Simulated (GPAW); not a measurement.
Crystal: TaN, a cell listed in the Materials Project, as set up for an electronic-structure calculation.

```cif
data_structure
_symmetry_space_group_name_H-M 'P6_3/mmc'
_symmetry_Int_Tables_number 194
_cell_length_a 2.9218
_cell_length_b 2.9218
_cell_length_c 5.9165
_cell_angle_alpha 90.000
_cell_angle_beta 90.000
_cell_angle_gamma 120.000
_cell_volume 43.74
loop_
_atom_site_label
_atom_site_type_symbol
_atom_site_symmetry_multiplicity
_atom_site_Wyckoff_symbol
_atom_site_fract_x
_atom_site_fract_y
_atom_site_fract_z
_atom_site_occupancy
Ta1 Ta 2 a 0.00000 0.00000 0.50000 1
N1 N 2 c 0.33333 0.66667 0.25000 1
```

**What does its first Brillouin zone look like, and which path through it is standard?**

It has a primitive hexagonal lattice (hP; extended symbol hP2). The zone is a hexagonal prism in its combinatorial type: 8 faces (6 with 4 edges, 2 with 6 edges), 18 edges, 12 vertices. Path: Γ–M–K–Γ–A–L–H–A | L–M | H–K.

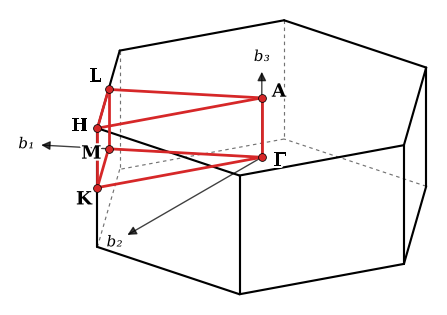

Labels and path follow the convention of Hinuma et al. (2017), as computed by seekpath; the arrows show the directions of the reciprocal primitive vectors b₁, b₂, b₃, in which coordinates are given; lengths include the factor 2π.

| point | k₁ | k₂ | k₃ | length of k (1/Å) |
| --- | --- | --- | --- | --- |
| Γ | 0 | 0 | 0 | 0.000 |
| A | 0 | 0 | 1/2 | 0.531 |
| K | 1/3 | 1/3 | 0 | 1.434 |
| H | 1/3 | 1/3 | 1/2 | 1.529 |
| M | 1/2 | 0 | 0 | 1.242 |
| L | 1/2 | 0 | 1/2 | 1.350 |
